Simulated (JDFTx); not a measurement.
CdO: band-structure run

The run: band-structure run of CdO (2 atoms in the cell). Method and program: Kohn-Sham DFT of a periodic cell, r2SCAN, SG15-PBE-1.2, no spin polarisation (JDFTx 1.7.0 (patched build)).

The structure derives from an entry of the Crystallography Open Database.

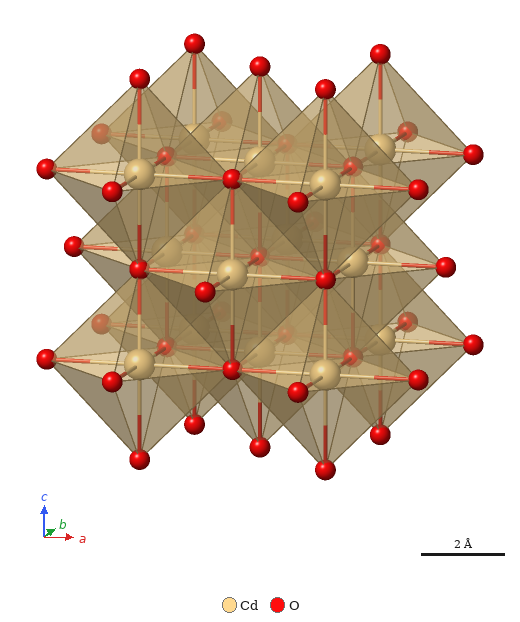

Fig. 1: The structure as given in the input (polyhedral view of the cell 4 times as large as that of the calculation, set on its symmetry axes, seen slightly off an axis; polyhedra are completed across the faces of the cell).

## Results in brief

```tsv
quantity	value
outcome	converged
space group (tolerance 0.01 Å)	Fm-3m (225)
electrons treated	26
Fermi energy	14.048 eV
gap on the band path	0.00 eV
hardware	1 thread of Arm Neoverse V1, 24 GiB of memory available, shared host
wall time	71 s
peak memory	0.09 GiB
```

## Remarks

Points of doubt noted for this run: metagga forces on grid.

## Input file
```
lattice \
    0.0000000000     4.4399115298     4.4399115298 \
    4.4399115298     0.0000000000     4.4399115298 \
    4.4399115298     4.4399115298     0.0000000000
coords-type Lattice
ion Cd     0.0000000000     0.0000000000     0.0000000000 1
ion O      0.5000000000     0.5000000000     0.5000000000 1

ion-species pseudo/Cd.upf
ion-species pseudo/O.upf
elec-cutoff 40 320
elec-ex-corr mgga-x-r2scan mgga-c-r2scan
elec-smearing Fermi 0.0018374661
elec-n-bands 19
electronic-minimize nIterations 30 energyDiffThreshold 1e-06
davidson-band-ratio 1.3
forces-output-coords Cartesian
include path.kpoints
symmetries none
fix-electron-density run.$VAR

dump-name bands.$VAR
dump End Ecomponents EigStats BandEigs Kpoints Forces
```

## File path.kpoints
```
kpoint +0.0000000000 +0.0000000000 +0.0000000000 0.020000000000
kpoint +0.0714285714 +0.0000000000 +0.0714285714 0.020000000000
kpoint +0.1428571429 +0.0000000000 +0.1428571429 0.020000000000
kpoint +0.2142857143 +0.0000000000 +0.2142857143 0.020000000000
kpoint +0.2857142857 +0.0000000000 +0.2857142857 0.020000000000
kpoint +0.3571428571 +0.0000000000 +0.3571428571 0.020000000000
kpoint +0.4285714286 +0.0000000000 +0.4285714286 0.020000000000
kpoint +0.5000000000 +0.0000000000 +0.5000000000 0.020000000000
kpoint +0.5000000000 +0.0833333333 +0.5833333333 0.020000000000
kpoint +0.5000000000 +0.1666666667 +0.6666666667 0.020000000000
kpoint +0.5000000000 +0.2500000000 +0.7500000000 0.020000000000
kpoint +0.4375000000 +0.3125000000 +0.7500000000 0.020000000000
kpoint +0.3750000000 +0.3750000000 +0.7500000000 0.020000000000
kpoint +0.3281250000 +0.3281250000 +0.6562500000 0.020000000000
kpoint +0.2812500000 +0.2812500000 +0.5625000000 0.020000000000
kpoint +0.2343750000 +0.2343750000 +0.4687500000 0.020000000000
kpoint +0.1875000000 +0.1875000000 +0.3750000000 0.020000000000
kpoint +0.1406250000 +0.1406250000 +0.2812500000 0.020000000000
kpoint +0.0937500000 +0.0937500000 +0.1875000000 0.020000000000
kpoint +0.0468750000 +0.0468750000 +0.0937500000 0.020000000000
kpoint +0.0000000000 +0.0000000000 +0.0000000000 0.020000000000
kpoint +0.0833333333 +0.0833333333 +0.0833333333 0.020000000000
kpoint +0.1666666667 +0.1666666667 +0.1666666667 0.020000000000
kpoint +0.2500000000 +0.2500000000 +0.2500000000 0.020000000000
kpoint +0.3333333333 +0.3333333333 +0.3333333333 0.020000000000
kpoint +0.4166666667 +0.4166666667 +0.4166666667 0.020000000000
kpoint +0.5000000000 +0.5000000000 +0.5000000000 0.020000000000
kpoint +0.5250000000 +0.4500000000 +0.5250000000 0.020000000000
kpoint +0.5500000000 +0.4000000000 +0.5500000000 0.020000000000
kpoint +0.5750000000 +0.3500000000 +0.5750000000 0.020000000000
kpoint +0.6000000000 +0.3000000000 +0.6000000000 0.020000000000
kpoint +0.6250000000 +0.2500000000 +0.6250000000 0.020000000000
kpoint +0.5625000000 +0.2500000000 +0.6875000000 0.020000000000
kpoint +0.5000000000 +0.2500000000 +0.7500000000 0.020000000000
kpoint +0.5000000000 +0.2916666667 +0.7083333333 0.020000000000
kpoint +0.5000000000 +0.3333333333 +0.6666666667 0.020000000000
kpoint +0.5000000000 +0.3750000000 +0.6250000000 0.020000000000
kpoint +0.5000000000 +0.4166666667 +0.5833333333 0.020000000000
kpoint +0.5000000000 +0.4583333333 +0.5416666667 0.020000000000
kpoint +0.5000000000 +0.5000000000 +0.5000000000 0.020000000000
kpoint +0.4791666667 +0.4791666667 +0.5416666667 0.020000000000
kpoint +0.4583333333 +0.4583333333 +0.5833333333 0.020000000000
kpoint +0.4375000000 +0.4375000000 +0.6250000000 0.020000000000
kpoint +0.4166666667 +0.4166666667 +0.6666666667 0.020000000000
kpoint +0.3958333333 +0.3958333333 +0.7083333333 0.020000000000
kpoint +0.3750000000 +0.3750000000 +0.7500000000 0.020000000000
kpoint +0.6250000000 +0.2500000000 +0.6250000000 0.020000000000
kpoint +0.5833333333 +0.1666666667 +0.5833333333 0.020000000000
kpoint +0.5416666667 +0.0833333333 +0.5416666667 0.020000000000
kpoint +0.5000000000 +0.0000000000 +0.5000000000 0.020000000000
```

Launched with:
```bash
jdftx -c 1 -i bands.in -o bands.out
```

## Log
```
*************** JDFTx 1.7.0 (patched build) ***************

Input parsed successfully to the following command list (including defaults):
[... the input with its defaults ...]

---------- Initializing the Grid ----------
R =
[            0      4.43991      4.43991  ]
[      4.43991            0      4.43991  ]
[      4.43991      4.43991            0  ]
unit cell volume = 175.046
G =
[   -0.70758    0.70758    0.70758  ]
[    0.70758   -0.70758    0.70758  ]
[    0.70758    0.70758   -0.70758  ]
Minimum fftbox size, Smin = [  52  52  52  ]
Chosen fftbox size, S = [  54  54  54  ]

---------- Initializing tighter grid for wavefunction operations ----------
R =
[            0      4.43991      4.43991  ]
[      4.43991            0      4.43991  ]
[      4.43991      4.43991            0  ]
unit cell volume = 175.046
G =
[   -0.70758    0.70758    0.70758  ]
[    0.70758   -0.70758    0.70758  ]
[    0.70758    0.70758   -0.70758  ]
Minimum fftbox size, Smin = [  36  36  36  ]
Chosen fftbox size, S = [  36  36  36  ]

---------- Exchange Correlation functional ----------
Initialized LibXC exchange functional 'Re-regularized SCAN exchange by Furness et al'
Initialized LibXC correlation functional 'Re-regularized SCAN correlation by Furness et al'

---------- Setting up pseudopotentials ----------
Width of ionic core gaussian charges (only for fluid interactions / plotting) set to 0

Reading pseudopotential file 'pseudo/Cd.upf':
  'Cd' pseudopotential, 'PBE' functional
  Generated using ONCVPSP code by D. R. Hamann
  20 valence electrons, 0 orbitals, 6 projectors, 602 radial grid points, with lMax = 2
  Core radius for overlap checks: 2.66 bohrs.

Reading pseudopotential file 'pseudo/O.upf':
  'O' pseudopotential, 'PBE' functional
  Generated using ONCVPSP code by D. R. Hamann
  6 valence electrons, 0 orbitals, 4 projectors, 602 radial grid points, with lMax = 1
  Core radius for overlap checks: 1.29 bohrs.

Initialized 2 species with 2 total atoms.

Folded 50 k-points by 1x1x1 to 50 k-points.

---------- Setting up k-points, bands, fillings ----------
No reducable k-points.
Computing the number of bands and number of electrons
Calculating initial fillings.
nElectrons:  26.000000   nBands: 19   nStates: 50

----- Setting up reduced wavefunction bases (one per k-point) -----
average nbasis = 2115.460 , ideal nbasis = 2115.129

---------- Setting up ewald sum ----------
Optimum gaussian width for ewald sums = 2.016531 bohr.
Real space sum over 1331 unit cells with max indices [  5  5  5  ]
Reciprocal space sum over 2197 terms with max indices [  6  6  6  ]

---------- Allocating electronic variables ----------
Reading n from file 'run.n' ... done
Reading tau from file 'run.tau' ... done
Initializing wave functions:  (No orbitals for LCAO)  bandwidth-limited random numbers

----------- Band structure minimization -------------
Minimization will be done independently for each quantum number.

---- Minimization of quantum number:     0  [ +0.0000000 +0.0000000 +0.0000000 ]  0.040000000 ----
BandDavidson: Iter:   0  Eband: +0.654617117270751
BandDavidson: Iter:   1  Eband: +0.164828361063183  dEband: -4.897888e-01
BandDavidson: Iter:   2  Eband: +0.023399720335305  dEband: -1.414286e-01
BandDavidson: Iter:   3  Eband: +0.006341736672293  dEband: -1.705798e-02
[... 645 lines of inner loops ...]
BandDavidson: Iter:   8  Eband: -0.015040261180248  dEband: -3.466665e-06
BandDavidson: Iter:   9  Eband: -0.015040968528676  dEband: -7.073484e-07
BandDavidson: Converged (dEband<1.000000e-06)
	FillingsUpdate:  mu: +0.512403965  nElectrons: 26.000000
WARNING: these k-points are no uniform mesh, so that mu and the fillings of partly filled bands are only those of these points: take mu from the calculation that made the density or potential.

Dumping 'bands.eigStats' ...
	eMin: -3.290703 at state 20 ( [ +0.000000 +0.000000 +0.000000 ] spin 0 )
	HOMO: +0.510989 at state 26 ( [ +0.500000 +0.500000 +0.500000 ] spin 0 )
	mu  : +0.512404
	LUMO: +0.532267 at state 19 ( [ +0.046875 +0.046875 +0.093750 ] spin 0 )
	eMax: +1.437298 at state 4 ( [ +0.285714 +0.000000 +0.285714 ] spin 0 )
	HOMO-LUMO gap: +0.021278
	Optical gap  : +0.066712 at state 19 ( [ +0.046875 +0.046875 +0.093750 ] spin 0 )
Done!
```
